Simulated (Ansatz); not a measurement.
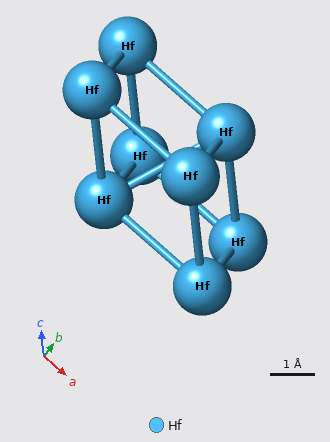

Fig. 1: The structure as given in the input (ball-and-stick view of the cell of the calculation, seen slightly off an axis). An atom can appear more than once, as a periodic image.

Single-point calculation, with input and output: Hf

- system: Hf (Im-3m, 1 atom in the cell)
- method: DFT PBEsol, scalar-relativistic, plane waves, PAW, no spin polarisation (Ansatz 0.2.0)

The structure derives from an entry of the Crystallography Open Database. It belongs to a series of runs on one base structure; here: strain +0.025 along x and y, +0.025 along z, atoms carried along.

**What the program printed**
```
Engine: ansatz 0.2.0, x86_64-unknown-linux-gnu
Pseudopotentials: kind: paw
Pseudopotential: Hf, paw, valence charge 26, recommended cutoff 420 eV (normal), Hf.paw.azcp
Functional definition: PBEsol
  exchange = pbesol_x
  correlation = pbesol_c
Crystal: 1 atoms, lattice volume = 25.332 Å³
Basis set: ecut = 420 eV, 531 PW (Γ), exchange–correlation on 48×48×48 points (8 copies of the dense FFT grid, shifted against one another)
Bands: 17, of which v1, the nominal top of the filled ones, is band 13 counted from 1 (12 counted from 0)
Symmetry: 48 space group operations
Space group: Im-3m (ITA 229), of the structure as read, at distance tolerance 2.9e-5 Å
k-points: 195 of 5832
Non-local potential: Hf, projectors of the file, l = 0: 3, l = 1: 2, l = 2: 2, l = 3: 3
PAW form: soft (Blöchl's): semilocal exchange-correlation on the pseudo side does not see the compensation charge
PAW frozen core: Hf, regenerated for the run's functional, and the local potential with it (the file was generated under x = pbe(κ = 0.804, μ = 0.2195149727645171), c = pbe(β = 0.06672455060314922))
PAW one-centre angular grid: Hf, 590 points (default); XC on 64 Gauss nodes
Initial density: superposition of atomic densities (neutral atoms: chi_scale 0, normalization atom), corrected by the library's trained network
Initial wavefunctions: pseudopotential atomic-orbital guess
Functional: x = pbesol(κ = 0.804, μ = 0.12345679012345678), c = pbesol(β = 0.046)
SCF iter   1: F=—  HF=-15597.670977 eV  |F-HF|=—  |Δ(HF+E_count)|=         —  Δρ=2.72e-3  dr2=1.25e-3  ethr=1.77e-3  ⟨swp⟩=4.5  Hψ=13720  notcnv=0
preconditioner: auto → Kerker (q_TF=auto, 2.740 Å⁻¹)  [metal: Δε(μ)=0.004 eV  Ē_g=18.224 eV  σ=0.150 eV  W_gap=0.02  n_scr=12 (ndim 8)  ℏωp=36.1 eV  f_vac=0.000  D(μ)=2.33/eV (n_scr^D=18)]
SCF iter   2: F=—  HF=-15597.670845 eV  |F-HF|=—  |Δ(HF+E_count)|=   1.32e-4  Δρ=1.72e-3  dr2=5.65e-4  ethr=4.80e-6  ⟨swp⟩=2.5  Hψ=6966  notcnv=0  defer=1
SCF iter   3: F=—  HF=-15597.670892 eV  |F-HF|=—  |Δ(HF+E_count)|=   4.75e-5  Δρ=6.06e-4  dr2=6.42e-5  ethr=2.17e-6  ⟨swp⟩=2.0  Hψ=5000  notcnv=0  defer=1
SCF iter   4: F=—  HF=-15597.670806 eV  |F-HF|=—  |Δ(HF+E_count)|=   8.63e-5  Δρ=1.66e-4  dr2=2.73e-6  ethr=2.47e-7  ⟨swp⟩=2.0  Hψ=5480  notcnv=0  defer=1
SCF iter   5: F=—  HF=-15597.670806 eV  |F-HF|=—  |Δ(HF+E_count)|=   3.33e-7  Δρ=4.44e-5  dr2=1.86e-7  ethr=1.05e-8  ⟨swp⟩=1.2  Hψ=3466  notcnv=0  defer=1
SCF iter   6: F=-15597.670806 eV  HF=-15597.670806 eV  |F-HF|=4.39e-9  |Δ(HF+E_count)|=   6.47e-8  Δρ=6.98e-6  dr2=7.57e-9  ethr=3.85e-10  ⟨swp⟩=8.6  Hψ=21754  notcnv=0
SCF 1 converged in 6 iterations: F = -15597.670806 eV  dr2 = 7.57e-9
  greatest PAW one-centre occupation: 0.998 electrons in one spin orbital (limit 2), on the Hf atom at site 0 (counted from 0), in its partial waves of l = 3
```

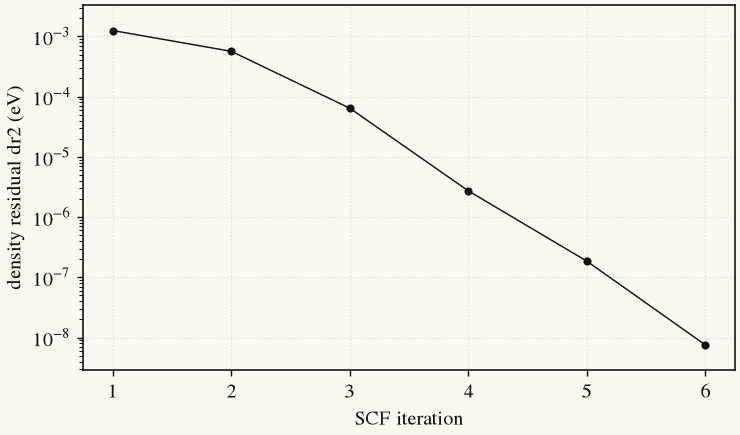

Fig. 2: Convergence of the self-consistent field: density residual dr2 against the SCF iteration. The residual falls at every step.

```
SCF converged after 6 iterations
Free energy (F): -15597.670806 eV
Harris-Foulkes:  -15597.670806 eV  (|F-HF|=4.39e-9)
Internal energy: -15597.644603 eV  (E = F + TS)
E sigma→0 (E₀):  -15597.657704 eV
Entropy (-TS):   -0.026203 eV (-26.203 meV/atom)
Fermi energy:    16.876139 eV
--- Per-component energies (eV) ---
  E_band       = -40.152586
  E_kinetic    = 420.075542
  E_local      = -5402.633779  (includes V_loc(G=0)·N_el)
  E_nonlocal   = -1239.374338
  E_hartree    = 2511.688524
  E_xc         = -295.758246
  E_vxc        = -263.365906  (∫ρ·V_xc dr)
  E_paw        = -6806.070623  (= ΣΔE_a)
  E_vpaw       = 1421.776862  (= ΣTr[D̂ρ^β])
  E_aug_tail   = -0.000001  (compensation charges beyond the density's cutoff)
  E_ewald      = -4786.822772
  E_core_change = 1.251092  (= ΣΔE_core)
  E_smearing   = -0.026203  (= −TS)
  E_closure    = 0.000000  (closes the sum)
  Σ components = -15597.670806   (vs F -15597.670806, Δ=0.00e0)
--- Forces (eV/Å), atoms counted from 1 ---
  atom   1  Hf     0.00000000    -0.00000000     0.00000000
  max |Σ_I F_I| component: 3.35e-30 eV/Å
--- Stress (GPa, compression-positive) ---
      -13.804405       0.000000       0.000000
        0.000000     -13.804405       0.000000
       -0.000000       0.000000     -13.804405
  P = ⅓ Tr σ = -13.8044 GPa (-138.044 kbar)
--- Band table (eV; the first three rows and the last of 195) ---
  k-point 0: bands = ["-45.0089", "-13.3634", "-13.3634", "-13.3634", "5.0113", "5.0113", "5.0113", "5.0599", "5.0599", "5.0599", "5.0813", "10.2378", "18.2571", "18.2571", "18.2571", "20.7060", "20.7060"]
  k-point 1: bands = ["-45.0077", "-13.3804", "-13.3689", "-13.3634", "5.0118", "5.0124", "5.0125", "5.0589", "5.0595", "5.0595", "5.0798", "10.3373", "18.1896", "18.2332", "18.3541", "20.5985", "20.7064"]
  k-point 2: bands = ["-45.0044", "-13.4292", "-13.3848", "-13.3634", "5.0131", "5.0155", "5.0157", "5.0560", "5.0582", "5.0586", "5.0761", "10.6292", "18.0032", "18.1346", "18.6423", "20.3706", "20.7132"]
  k-point 194: bands = ["-44.9411", "-13.7490", "-13.7490", "-13.7490", "4.9975", "5.0318", "5.0318", "5.0318", "5.0660", "5.0660", "5.0660", "14.7775", "14.7775", "22.7405", "22.7405", "22.7405", "23.1732"]
```

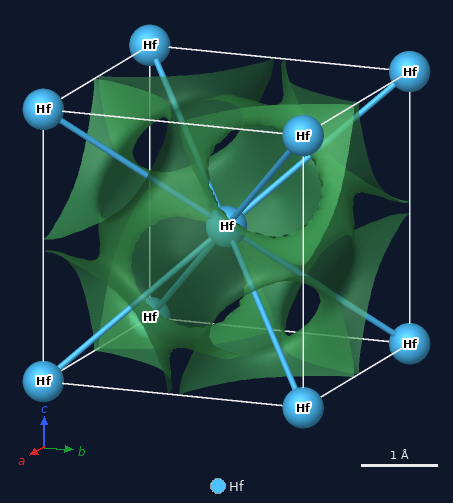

Fig. 3: Isosurface of the electron localisation function at 0.45 (green), seen slightly off an axis. Core shells and regions of very low density are left out. Sticks mark near contacts. The outline is the cell set on symmetry axes. The ELF exceeds this value in one network that runs through the whole crystal, counted in one cell of 2 atoms. Profiles from the grid: Hf–Hf (3.20 Å): the ELF is about 0.25 at the midpoint; no shared electron pair. Core electrons are frozen (PAW), so the fields are smoothed inside the atomic spheres.

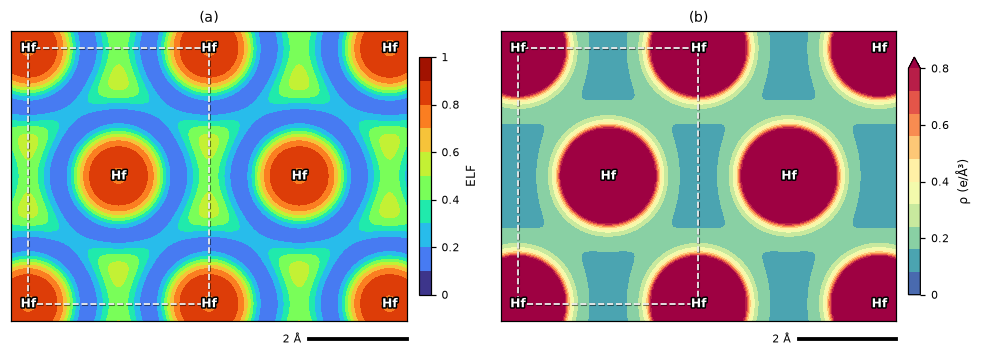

Fig. 4: (a) electron localisation function; (b) valence charge density (pseudo) on the (011) plane of the conventional cell. Atoms in the plane: Hf. Hf–Hf (3.20 Å): ρ at the midpoint is about 0.17 e/Å³; the ELF is about 0.25 at the midpoint; no localised pair between them. Away from the nuclei the density in this plane falls to 0.14 e/Å³ at its lowest. The ELF has a maximum of about 0.55 in the space between the atoms. The strong features right at Hf lie inside the PAW spheres (semicore, d or f shells) and say nothing about bonding.

The run was set up as follows.

**The input**
```yaml
crystal:
  lattice:
    - [-1.850125, 1.850125, 1.850125]
    - [1.850125, -1.850125, 1.850125]
    - [1.850125, 1.850125, -1.850125]
  atoms:
    - { symbol: Hf, position: [0.0, 0.0, 0.0] }
basis:
  ecutwfc: 420
kpoints:
  mp_grid: { grid: [18, 18, 18] }
hamiltonian:
  xc: pbesol
scf:
  occupations: { method: gaussian, width: 0.15 }
output:
  forces: true
  stress: true
  eigenvalues: true
  write_density: true
  write_potential: true
  elf: true
  volumetric_format: npy
```

Command:
```bash
ansatz run input.yaml --threads 1 --pin off --max-ram 2560MiB --backend cpu --events-out ev --progress --plain --runs-dir out
```

**Results in brief**

- outcome: converged
- space group (tolerance 0.01 Å): Im-3m (229)
- electrons treated: 26
- free energy: −15597.6708 eV
- Fermi energy: 16.876 eV
- gap on the k-point mesh: none (metallic)
- pressure: −13.80 GPa
- largest force (length of the vector): under 0.001 eV/Å
- hardware: 1 thread of AMD EPYC (Zen 5), 32 GiB of memory available, shared host
- wall time: 1.8 s
- peak memory: 0.42 GiB

**Remarks**

Spin–orbit coupling is left out, which matters for Hf. The cell is under a tension of 13.8 GPa at this level, so it is not at its equilibrium volume.
